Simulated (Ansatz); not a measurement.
## A series of single points on AlRu

System: AlRu (P4mm, 2 atoms in the cell).
Method: DFT r2SCAN, scalar-relativistic, plane waves, PAW, no spin polarisation (Ansatz 0.2.0).

The 6 runs differ only in the geometry, by a shift of atoms along one path in a fixed cell. The shift s is measured from run 4: Ru2 moves along the Cartesian direction (0.00, 0.00, 1.00). The structure derives from an entry of the Crystallography Open Database.

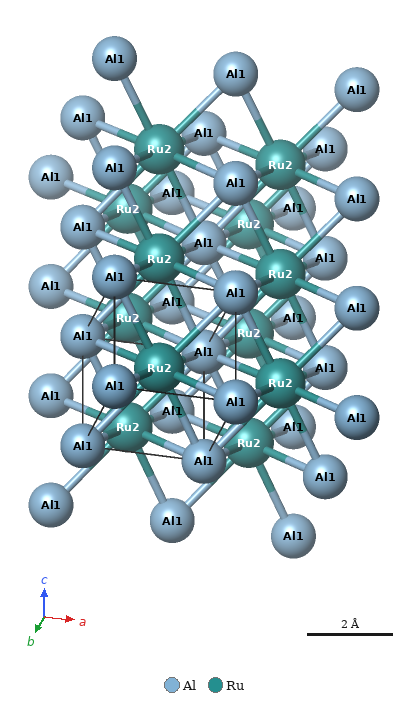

Figure 1. The structure of run 4 (ball-and-stick view of the cell of the calculation, repeated 2 × 2 × 3, seen at an oblique angle; atoms are numbered from 1 in the order of the input). An atom can appear more than once, as a periodic image.

## Input of run 4
```yaml
crystal:
  lattice:
    - [2.9826244058, 0.0, 0.0]
    - [0.0, 2.9826244058, 0.0]
    - [0.0, 0.0, 2.9826244058]
  atoms:
    - { symbol: Al, position: [0.0, 0.0, 0.0] }
    - { symbol: Ru, position: [0.5, 0.5, 0.5125728201] }
basis:
  ecutwfc: 500
kpoints:
  mp_grid: { grid: [20, 20, 20] }
hamiltonian:
  xc: r2scan
scf:
  occupations: { method: gaussian, width: 0.15 }
output:
  forces: true
  stress: true
  eigenvalues: true
```

Command:
```bash
ansatz run input.yaml --threads 1 --pin off --max-ram 2560MiB --backend cpu --events-out ev --progress --plain --runs-dir out
```

Lattice vectors (Å) and fractional positions of run 4:
```
   2.982624    0.000000    0.000000
   0.000000    2.982624    0.000000
   0.000000    0.000000    2.982624
Al  0.000000  0.000000  0.000000
Ru  0.500000  0.500000  0.512573
```

Run 3 differs from it as follows:
```diff
-    - { symbol: Ru, position: [0.5, 0.5, 0.5125728201] }
+    - { symbol: Ru, position: [0.5, 0.5, 0.50838188] }
```

## Results, with one run withheld

| run | shift s of Ru2 (Å) | free energy per atom, from the lowest run given (meV) | pressure (GPa) | force along the path (eV/Å) |
| --- | --- | --- | --- | --- |
| 1 | −0.0875 | 4.79 | 0.18 | 0.408 |
| 2 | −0.0250 | 0.00 | −0.01 | −0.102 |
| 3 | −0.0125 | ? | ? | ? |
| 4 | 0.0000 | 2.55 | 0.09 | −0.306 |
| 5 | 0.0250 | 7.66 | 0.29 | −0.510 |
| 6 | 0.0500 | 15.31 | 0.58 | −0.714 |

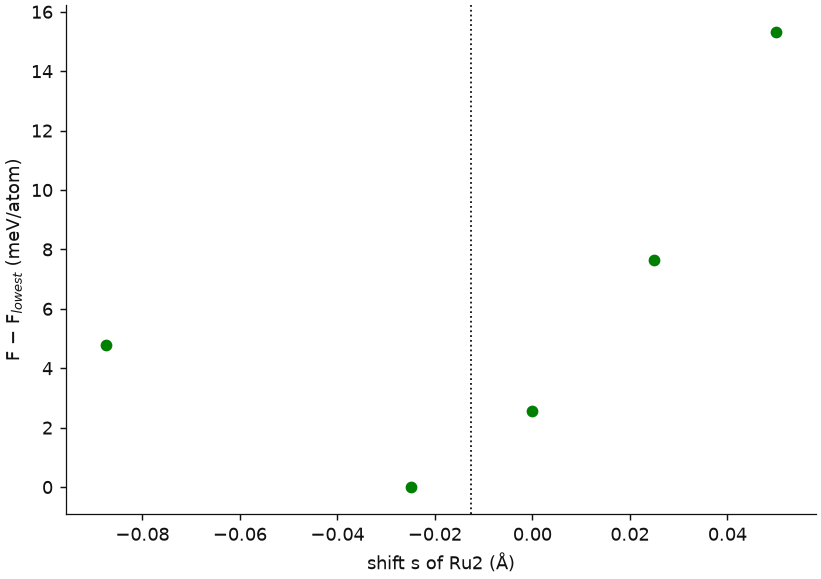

Figure 2. Free energy per atom of the runs given; the dotted line marks run 3.

Fit the runs given and predict run 3.

A cubic polynomial in the coordinate, fitted to the 5 runs given, misses them by under 0.01 meV per atom. With x = s + 0.0075, it reads F = 1.5187 + 122.59 x + 2041.2 x² − 28.925 x³ (meV per atom). At run 3 it gives 0.96 meV per atom, and the run itself gives 0.96. The slope of the fit gives a force −dF/ds of −0.204 eV/Å along the path (summed over the atoms that move), and the printed forces give −0.204 eV/Å. The fit has its minimum at s = −0.0375 Å.

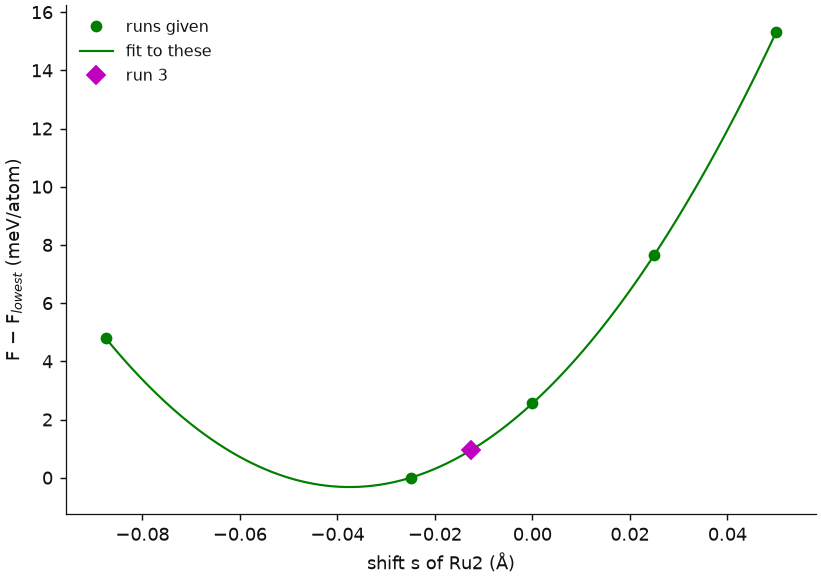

Figure 3. The fit and the withheld run.

## Output, shortened to warnings, some set-up lines, iterations and results (run 3)
```
Basis set: ecut = 500 eV, 691 PW (Γ), exchange–correlation on 96×96×96 points (64 copies of the dense FFT grid, shifted against one another)
Symmetry: 8 space group operations
k-points: 726 of 8000 (time reversal used)
Initial density: superposition of atomic densities (neutral atoms: chi_scale 0, normalization atom), corrected by the library's trained network
[...]
SCF iter   1: F=—  HF=-6432.529258 eV  |F-HF|=—  |Δ(HF+E_count)|=         —  Δρ=7.03e-3  dr2=6.47e-3  dr2_τ=2.25e-2  ethr=1.77e-3  ⟨swp⟩=4.9  Hψ=53859  notcnv=0
SCF iter   2: F=—  HF=-6432.548143 eV  |F-HF|=—  |Δ(HF+E_count)|=   1.89e-2  Δρ=3.87e-3  dr2=2.58e-3  dr2_τ=8.00e-5  ethr=3.41e-5  ⟨swp⟩=2.0  Hψ=23012  notcnv=0
SCF iter   3: F=—  HF=-6432.548411 eV  |F-HF|=—  |Δ(HF+E_count)|=   2.68e-4  Δρ=3.22e-3  dr2=3.77e-3  dr2_τ=2.84e-4  ethr=1.36e-5  ⟨swp⟩=2.0  Hψ=14038  notcnv=0
SCF iter   4: F=—  HF=-6432.547595 eV  |F-HF|=—  |Δ(HF+E_count)|=   8.16e-4  Δρ=4.18e-4  dr2=2.35e-5  dr2_τ=6.12e-6  ethr=1.36e-5  ⟨swp⟩=2.4  Hψ=14742  notcnv=0
SCF iter   5: F=—  HF=-6432.547596 eV  |F-HF|=—  |Δ(HF+E_count)|=   1.33e-6  Δρ=1.42e-4  dr2=5.24e-6  dr2_τ=3.37e-7  ethr=1.24e-7  ⟨swp⟩=2.8  Hψ=16756  notcnv=0
SCF iter   6: F=-6432.547597 eV  HF=-6432.547597 eV  |F-HF|=5.80e-9  |Δ(HF+E_count)|=   4.10e-7  Δρ=1.97e-5  dr2=4.24e-8  dr2_τ=1.23e-8  ethr=5.26e-10  ⟨swp⟩=3.8  Hψ=47315  …
SCF 1 converged in 6 iterations: F = -6432.547597 eV  dr2 = 4.24e-8
SCF converged after 6 iterations
Free energy (F): -6432.547597 eV
Harris-Foulkes:  -6432.547597 eV  (|F-HF|=5.80e-9)
Internal energy: -6432.529823 eV  (E = F + TS)
E sigma→0 (E₀):  -6432.538710 eV
Entropy (-TS):   -0.017774 eV (-8.887 meV/atom)
Fermi energy:    16.133953 eV
--- Per-component energies (eV) ---
  E_band       = -133.400937
  E_kinetic    = 543.645692
  E_local      = -1788.863489  (includes V_loc(G=0)·N_el)
  E_nonlocal   = 353.929886
  E_hartree    = 636.214037
  E_xc         = -223.042886
  E_vxc        = -301.616383  (∫ρ·V_xc dr)
  E_paw        = -3953.249394  (= ΣΔE_a)
  E_vpaw       = -233.541712  (= ΣTr[D̂ρ^β])
  E_aug_tail   = 0.000091  (compensation charges beyond the density's cutoff)
  E_vtau       = 20.623517  (kinetic-family band-sum trace: ∫τ·v_τ [+ j·A + Jᵃ·Aᵃ] dr)
  E_ewald      = -2000.792696
  E_core_change = -0.371064  (= ΣΔE_core)
  E_smearing   = -0.017774  (= −TS)
  E_closure    = -0.000000  (closes the sum)
  Σ components = -6432.547597   (vs F -6432.547597, Δ=0.00e0)
--- Forces (eV/Å), atoms counted from 1 ---
  atom   1  Al    -0.00000000     0.00000000     0.20433800
  atom   2  Ru    -0.00000000     0.00000000    -0.20433478
  max |Σ_I F_I| component: 3.22e-6 eV/Å
--- Stress (GPa, compression-positive) ---
        0.046377       0.000000       0.000000
        0.000000       0.046377       0.000000
        0.000000       0.000000      -0.004921
  P = ⅓ Tr σ = 0.0293 GPa (0.293 kbar)
```
